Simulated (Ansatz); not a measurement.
BeTe

Space group F-43m; the calculation finds a residual pressure of about 2 GPa at this fixed cell.

Input file:

```
crystal:
  lattice:
    - [0.0, 2.77, 2.77]
    - [2.77, 0.0, 2.77]
    - [2.77, 2.77, 0.0]
  atoms:
    - { symbol: Be, position: [0.0, 0.0, 0.0] }
    - { symbol: Te, position: [0.25, 0.25, 0.25] }
basis:
  ecutwfc: 420
  fft_grid_basis: typed
kpoints:
  mp_grid: { grid: [10, 10, 10] }
hamiltonian:
  xc: pbesol
  pseudopotentials: { kind: paw }
scf:
  occupations: { method: gaussian, width: 0.05 }
output:
  forces: true
  stress: true
  eigenvalues: true
  bader: true
  write_density: true
  volumetric_format: npy
  elf: true
```

Launched as:

```sh
ansatz run input.yaml --threads 1 --pin off --max-ram 2560MiB --backend cpu --events-out ev --progress --plain --runs-dir out
```

The picture shows the conventional cell (a = 5.54 Å, b = 5.54 Å, c = 5.54 Å, α = 90.00°, β = 90.00°, γ = 90.00°).

Computed with Ansatz 0.2.0, DFT PBEsol, scalar-relativistic, plane waves, PAW.

### How does the converged density differ from a superposition of free atoms?

Be–Te (2.40 Å): Δρ is +0.12 e/Å³ at the midpoint, where it peaks: bond charge of a polar bond.
- Over the whole cell, outside the masked cores, the largest gain, 0.12 e/Å³, lies 1.2 Å from a beryllium nucleus and 1.2 Å from a tellurium one, and the largest loss, 0.04 e/Å³, lies 0.9 Å from a beryllium nucleus.
- The rearranged charge, half the integral of |Δρ|, is about 0.18 e an atom.
- Bader charges: Be +1.48 and Te −1.48 e.

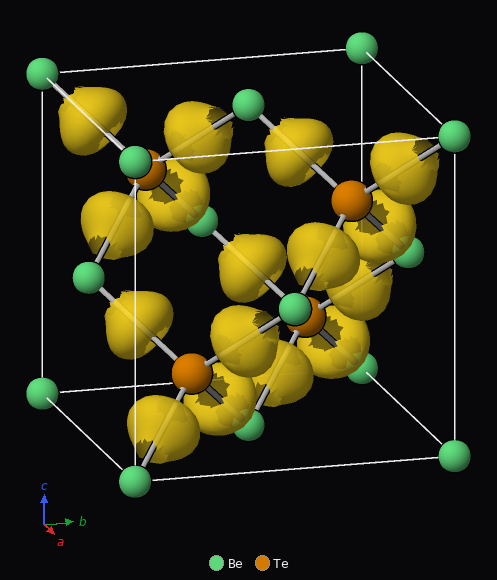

Computed deformation density: yellow surfaces at +0.04, none at −0.04 e/Å³, in the conventional cell seen slightly off an axis (the regions close to the nuclei are left out).

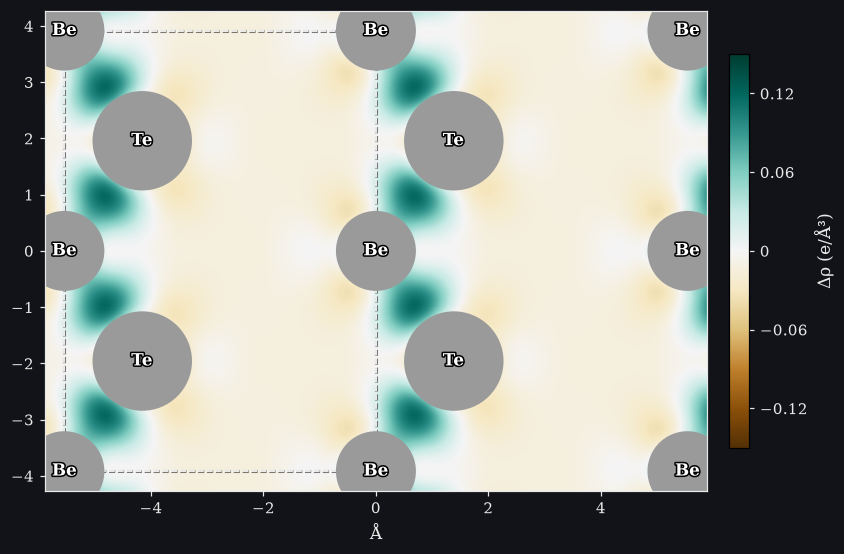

Computed deformation density: a map on the (101) plane of the conventional cell, with grey discs over the atomic cores.

Cores are masked to 0.7 Å (Be) and 0.9 Å (Te).

In a PAW calculation such maps are meaningful between the atoms, not at the nuclei.

Run time: 35 s on 1 thread of Arm Neoverse N1, on a shared host, peak memory 0.32 GiB.
